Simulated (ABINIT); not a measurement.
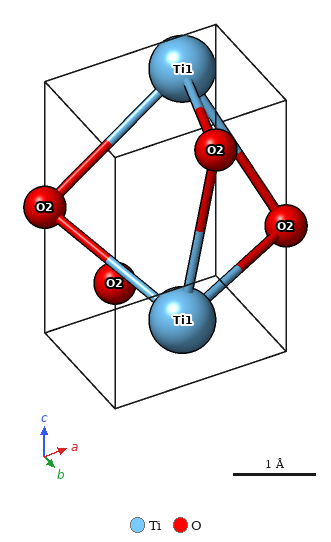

*The input geometry (ball-and-stick view of the cell of the calculation, seen at an oblique angle; atoms are numbered from 1 in the order of the input). An atom can appear more than once, as a periodic image.*

Near neighbours in the periodic cell (some may lie outside the picture): Ti has 6 O at 2.38 Å; O has 6 Ti at 2.38 Å.

Single-point calculation, with input and output: TiO

The run: single-point calculation of TiO (P-6m2, 2 atoms in the cell). Method and program: Kohn-Sham DFT of a periodic cell, LDA, JTH PAW LDA v2.0, no spin polarisation (ABINIT 10.8.3).

The structure derives from an entry of the Crystallography Open Database.

## Input file
```
# Pseudopotentials
pp_dirpath "./"
pseudos "Ti.LDA_PW-JTH.xml, O.LDA_PW-JTH.xml"

# Structure
acell 3.031 3.031 3.2377 Angstrom
rprim
     1.0000000000     0.0000000000     0.0000000000
    -0.5000000000     0.8660254038     0.0000000000
     0.0000000000     0.0000000000     1.0000000000
ntypat 2
znucl 22 8
natom 2
typat 1 2
xcart
     1.5155000002     0.8749743329     0.0000000000
     0.0000000000     0.0000000000     1.6188500000 Angstrom

# Plane-wave basis
ecut 23.0
pawecutdg 45.0

# k points
kptopt 1
ngkpt 10 10 8
nshiftk 1
shiftk 0.0 0.0 0.0

# Exchange and correlation
ixc 7

# Bands and occupations
nband 11
occopt 3
tsmear 0.05 eV

# SCF cycle
nstep 100
tolvrs 1.0e-9

# Output
iomode 3
prtwf 0
prtden 0
prteig 0
prtebands 0
enunit 1
```

Hardware: 1 thread of Arm Neoverse V1, 24 GiB of memory available, shared host.

Run as:
```bash
abinit run.abi > log 2>&1
```

## Log
```
.Version 10.8.3 of ABINIT
 Symmetries : space group P-6 m 2 (#187); Bravais hP (primitive hexag.)
================================================================================
 Values of the parameters that define the memory need of the present run
     intxc =       0    ionmov =       0      iscf =      17    lmnmax =      18
     lnmax =       6     mgfft =      30  mpssoang =       3    mqgrid =    3001
     natom =       2  nloc_mem =       2    nspden =       1   nspinor =       1
    nsppol =       1      nsym =      12    n1xccc =       1    ntypat =       2
    occopt =       3   xclevel =       1
       mpw =         928          nfft =       21870          nkpt =          70
 PAW method is used; the additional fine FFT grid is defined by:
   mgfftf=        40    nfftf =     51840
================================================================================
================================================================================

--------------------------------------------------------------------------------
------------- Echo of variables that govern the present computation ------------
--------------------------------------------------------------------------------
 -outvars: echo values of preprocessed input variables --------
            acell      5.7277598876E+00  5.7277598876E+00  6.1183662779E+00 Bohr
              amu      4.78800000E+01  1.59994000E+01
             ecut      2.30000000E+01 Hartree
           enunit           1
                       outvar_i_n : Printing only first  50 k-points.
              ixc           7
                       outvar_i_n : Printing only first  50 k-points.
         kptrlatt       10    0    0      0   10    0      0    0    8
          kptrlen      4.89469302E+01
            natom           2
            nband          11
            ngfft          27      27      30
          ngfftdg          36      36      40
             nkpt          70
            nstep         100
             nsym          12
           ntypat           2
                       prtocc : prtvol=0, do not print more k-points.
           occopt           3
        pawecutdg      4.50000000E+01 Hartree
           prtden           0
        prtebands           0
           prteig           0
            prtwf           0
            rprim      1.0000000000E+00  0.0000000000E+00  0.0000000000E+00
                      -5.0000000000E-01  8.6602540380E-01  0.0000000000E+00
                       0.0000000000E+00  0.0000000000E+00  1.0000000000E+00
          spgroup         187
           tolvrs      1.00000000E-09
           tsmear      1.83746611E-03 Hartree
            typat      1  2
           useylm           1
                       outvars : Printing only first  50 k-points.
           xangst      1.5155000002E+00  8.7497433290E-01  0.0000000000E+00
                       1.9999984757E-10 -7.2600183353E-11  1.6188500000E+00
            xcart      2.8638799442E+00  1.6534618564E+00  0.0000000000E+00
                       3.7794493713E-10 -1.3719446323E-10  3.0591831389E+00
             xred      6.6666666672E-01  3.3333333331E-01  0.0000000000E+00
                       5.2155761191E-11 -2.7658024019E-11  5.0000000000E-01
            znucl       22.00000    8.00000

================================================================================

 chkinp: Checking input parameters for consistency.

================================================================================
== DATASET  1 ==================================================================

--- !DatasetInfo
iteration_state: {dtset: 1, }
dimensions: {natom: 2, nkpt: 70, mband: 11, nsppol: 1, nspinor: 1, nspden: 1, mpw: 928, }
cutoff_energies: {ecut:  23.0, pawecutdg:  45.0, }
electrons: {nelect:   1.80000000E+01, charge:   0.00000000E+00, occopt:   3.00000000E+00, tsmear:   1.83746611E-03, }
meta: {optdriver: 0, ionmov: 0, optcell: 0, iscf: 17, paral_kgb: 0, }
...

 Exchange-correlation functional for the present dataset will be:
  LDA: Perdew-Wang 92 LSD fit to Ceperley-Alder data - ixc=7
  J.P.Perdew and Y.Wang, PRB 45, 13244 (1992)

 Real(R)+Recip(G) space primitive vectors, cartesian coordinates (Bohr,Bohr^-1):
 R(1)=  5.7277599  0.0000000  0.0000000  G(1)=  0.1745883  0.1007986  0.0000000
 R(2)= -2.8638799  4.9603856  0.0000000  G(2)=  0.0000000  0.2015972  0.0000000
 R(3)=  0.0000000  0.0000000  6.1183663  G(3)=  0.0000000  0.0000000  0.1634423
 Unit cell volume ucvol=  1.7383440E+02 bohr^3
 Angles (23,13,12)=  9.00000000E+01  9.00000000E+01  1.20000000E+02 degrees

 Coarse grid specifications (used for wave-functions):

 getcut: wavevector=  0.0000  0.0000  0.0000  ngfft=  27  27  30
         ecut(hartree)=     23.000   => boxcut(ratio)=   2.10469

 Fine grid specifications (used for densities):

 getcut: wavevector=  0.0000  0.0000  0.0000  ngfft=  36  36  40
         ecut(hartree)=     45.000   => boxcut(ratio)=   2.08136

--- Pseudopotential description ------------------------------------------------
- pspini: atom type   1  psp file is ./Ti.LDA_PW-JTH.xml
 Pseudopotential format is: paw10
 basis_size (lnmax)=  6 (lmn_size= 18), orbitals=   0   0   1   1   2   2
 Spheres core radius: rc_sph= 2.30802695
 Shapefunction is BESSEL type: shapef(r,l)=aa(1,l)*jl(q(1,l)*r)+aa(2,l)*jl(q(2,l)*r)
 Radius for shape functions =  2.01037111
 Compensation charge density is not taken into account in XC energy/potential

- pspini: atom type   2  psp file is ./O.LDA_PW-JTH.xml
 Pseudopotential format is: paw10
 basis_size (lnmax)=  4 (lmn_size=  8), orbitals=   0   0   1   1
 Spheres core radius: rc_sph= 1.41465230
 Shapefunction is SIN type: shapef(r)=[sin(pi*r/rshp)/(pi*r/rshp)]**2
 Radius for shape functions =  1.20231231
 Compensation charge density is not taken into account in XC energy/potential

   5.29492250E+02                                ecore*ucvol(ha*bohr**3)
--------------------------------------------------------------------------------

================================================================================

--- !BeginCycle
iteration_state: {dtset: 1, }
solver: {iscf: 17, nstep: 100, nline: 4, wfoptalg: 10, }
tolerances: {tolvrs: 1.00E-09, }
...

     iter   Etot(hartree)      deltaE(h)  residm     nres2
 ETOT  1  -73.956002589470    -7.396E+01 5.035E+00 3.447E+00
 ETOT  2  -74.996250790663    -1.040E+00 8.732E-02 2.304E+01
 ETOT  3  -75.016564866070    -2.031E-02 9.797E-02 3.054E+01
 ETOT  4  -74.939776844992     7.679E-02 4.528E-02 6.256E-01
 ETOT  5  -74.942884664945    -3.108E-03 1.266E-02 9.914E-01
 ETOT  6  -74.940751614883     2.133E-03 1.717E-02 7.405E-03
 ETOT  7  -74.940921470620    -1.699E-04 1.568E-03 1.483E-02
 ETOT  8  -74.940909166301     1.230E-05 1.118E-02 6.329E-03
 ETOT  9  -74.940900898515     8.268E-06 1.853E-03 1.111E-03
 ETOT 10  -74.940899187234     1.711E-06 3.588E-03 3.934E-05
 ETOT 11  -74.940899240549    -5.331E-08 9.858E-04 1.660E-05
 ETOT 12  -74.940899219121     2.143E-08 1.045E-03 3.320E-07
 ETOT 13  -74.940899220044    -9.235E-10 6.149E-04 6.376E-08
 ETOT 14  -74.940899220071    -2.669E-11 1.388E-03 5.531E-09
 ETOT 15  -74.940899220091    -2.022E-11 5.314E-04 5.887E-10

 At SCF step   15       nres2   =  5.89E-10 < tolvrs=  1.00E-09 =>converged.

 Cartesian components of stress tensor (hartree/bohr^3)
  sigma(1 1)=  1.28890196E-03  sigma(3 2)=  0.00000000E+00
  sigma(2 2)=  1.28890195E-03  sigma(3 1)=  0.00000000E+00
  sigma(3 3)=  2.01262429E-03  sigma(2 1)=  0.00000000E+00

--- !ResultsGS
iteration_state: {dtset: 1, }
comment   : Summary of ground state results
lattice_vectors:
- [  5.7277599,   0.0000000,   0.0000000, ]
- [ -2.8638799,   4.9603856,   0.0000000, ]
- [  0.0000000,   0.0000000,   6.1183663, ]
lattice_lengths: [   5.72776,    5.72776,    6.11837, ]
lattice_angles: [ 90.000,  90.000, 120.000, ] # degrees, (23, 13, 12)
lattice_volume:   1.7383440E+02
convergence: {deltae: -2.022E-11, res2:  5.887E-10, residm:  5.314E-04, diffor: null, }
etotal    :  -7.49408992E+01
entropy   :   0.00000000E+00
fermie    :   2.56884822E-01
cartesian_stress_tensor: # hartree/bohr^3
- [  1.28890196E-03,   0.00000000E+00,   0.00000000E+00, ]
- [  0.00000000E+00,   1.28890195E-03,   0.00000000E+00, ]
- [  0.00000000E+00,   0.00000000E+00,   2.01262429E-03, ]
pressure_GPa:  -4.5018E+01
xred      :
- [  6.6667E-01,   3.3333E-01,   0.0000E+00, Ti]
- [  5.2156E-11,  -2.7658E-11,   5.0000E-01,  O]
cartesian_forces: # hartree/bohr
- [  0.00000000E+00,   0.00000000E+00,  -0.00000000E+00, ]
- [  0.00000000E+00,   0.00000000E+00,  -0.00000000E+00, ]
force_length_stats: {min:   0.00000000E+00, max:   0.00000000E+00, mean:   0.00000000E+00, }
...

 Integrated electronic density in atomic spheres:
 ------------------------------------------------
 Atom  Sphere_radius  Integrated_density
    1        2.30803          9.99416048
    2        1.41465          4.42647011

================================================================================

 ----iterations are completed or convergence reached----

 Mean square residual over all n,k,spin=   39.843E-07; max=  53.145E-05
 reduced coordinates (array xred) for    2 atoms
       0.666666666719      0.333333333306      0.000000000000
       0.000000000052     -0.000000000028      0.500000000000
 rms dE/dt=  1.2437E-27; max dE/dt=  2.1541E-27; dE/dt below (all hartree)
    1       0.000000000000      0.000000000000      0.000000000000
    2       0.000000000000      0.000000000000      0.000000000000

 cartesian coordinates (angstrom) at end:
    1      1.51550000020000     0.87497433290000     0.00000000000000
    2      0.00000000020000    -0.00000000007260     1.61885000000000

 cartesian forces (hartree/bohr) at end:
    1      0.00000000000000     0.00000000000000    -0.00000000000000
    2      0.00000000000000     0.00000000000000    -0.00000000000000
 frms,max,avg= 0.0000000E+00 0.0000000E+00   0.000E+00  0.000E+00  0.000E+00 h/b

 cartesian forces (eV/Angstrom) at end:
    1      0.00000000000000     0.00000000000000    -0.00000000000000
    2      0.00000000000000     0.00000000000000    -0.00000000000000
 frms,max,avg= 0.0000000E+00 0.0000000E+00   0.000E+00  0.000E+00  0.000E+00 e/A
 length scales=  5.727759887626  5.727759887626  6.118366277852 bohr
              =  3.031000000000  3.031000000000  3.237700000000 angstroms
 Fermi (or HOMO) energy (eV) =   6.99019   Average Vxc (eV)= -11.32645
 Eigenvalues (   eV  ) for nkpt=  70  k points:
 kpt#   1, nband= 11, wtk=  0.00125, kpt=  0.0000  0.0000  0.0000 (reduced coord)
 -50.40196  -27.00735  -26.66867  -26.66867  -12.35976    2.55341    3.17774    3.17774
   4.67249    7.56871    8.00880
 prteigrs : prtvol=0 or 1, do not print more k-points.

--- !EnergyTerms
iteration_state     : {dtset: 1, }
comment             : Components of total free energy in Hartree
kinetic             :  1.50044713883705E+01
hartree             :  1.48121576810658E+01
xc                  : -6.03901278913171E+00
Ewald energy        : -5.54242365493789E+01
psp_core            :  3.04595789869984E+00
local_psp           : -4.71768960994503E+01
PAW spherical_terms :  8.36695452776867E-01
internal            : -7.49408630170479E+01
'-kT*entropy'       : -3.96770102258795E-05
total_energy        : -7.49409026940581E+01
total_energy_eV     : -2.03924584883049E+03
...

--- !EnergyTermsDC
iteration_state     : {dtset: 1, }
comment             : '"Double-counting" decomposition of free energy'
band_energy         : -9.64731637687195E+00
Ewald energy        : -5.54242365493789E+01
psp_core            :  3.04595789869984E+00
xc_dc               : -1.35424594574352E+01
PAW spherical_terms :  6.27194941905352E-01
internal            : -7.49408595430808E+01
'-kT*entropy'       : -3.96770102258795E-05
total_energy_dc     : -7.49408992200911E+01
total_energy_dc_eV  : -2.03924575429903E+03
...

--- !EnergyTermsWithPAWCore
iteration_state     : {dtset: 1, }
comment             : 'Components of total free energy, including PAW core contributions'
Total energy        : -9.26880994023876E+02
Total energy DC     : -9.26880990549909E+02
Total energy (eV)   : -2.52217167324425E+04
Total energy DC (eV): -2.52217166379110E+04
...

 Cartesian components of stress tensor (hartree/bohr^3)
  sigma(1 1)=  1.28890196E-03  sigma(3 2)=  0.00000000E+00
  sigma(2 2)=  1.28890195E-03  sigma(3 1)=  0.00000000E+00
  sigma(3 3)=  2.01262429E-03  sigma(2 1)=  0.00000000E+00

-Cartesian components of stress tensor (GPa)         [Pressure= -4.5018E+01 GPa]
- sigma(1 1)=  3.79208047E+01  sigma(3 2)=  0.00000000E+00
- sigma(2 2)=  3.79208047E+01  sigma(3 1)=  0.00000000E+00
- sigma(3 3)=  5.92134511E+01  sigma(2 1)=  0.00000000E+00

== END DATASET(S) ==============================================================
================================================================================

 -outvars: echo values of variables after computation  --------
            acell      5.7277598876E+00  5.7277598876E+00  6.1183662779E+00 Bohr
           etotal     -7.4940899220E+01
            fcart      0.0000000000E+00  0.0000000000E+00 -0.0000000000E+00
                       0.0000000000E+00  0.0000000000E+00 -0.0000000000E+00
            rprim      1.0000000000E+00  0.0000000000E+00  0.0000000000E+00
                      -5.0000000000E-01  8.6602540380E-01  0.0000000000E+00
                       0.0000000000E+00  0.0000000000E+00  1.0000000000E+00
           strten      1.2889019554E-03  1.2889019547E-03  2.0126242947E-03
                       0.0000000000E+00  0.0000000000E+00  0.0000000000E+00
           xangst      1.5155000002E+00  8.7497433290E-01  0.0000000000E+00
                       1.9999984757E-10 -7.2600183353E-11  1.6188500000E+00
             xred      6.6666666672E-01  3.3333333331E-01  0.0000000000E+00
                       5.2155761191E-11 -2.7658024019E-11  5.0000000000E-01
 Calculation completed.
```

## Key numbers

- outcome: converged
- space group (tolerance 0.01 Å): P-6m2 (187)
- electrons treated: 18
- free energy: −2039.2458 eV
- Fermi energy: 6.990 eV
- gap on the k-point mesh: none (metallic)
- pressure: −45.02 GPa
- largest force (length of the vector): under 0.001 eV/Å
- wall time: 28 s
- peak memory: 0.1 GiB

## Remarks

The cell is under a tension of 45 GPa at this level, so it is not at its equilibrium volume.
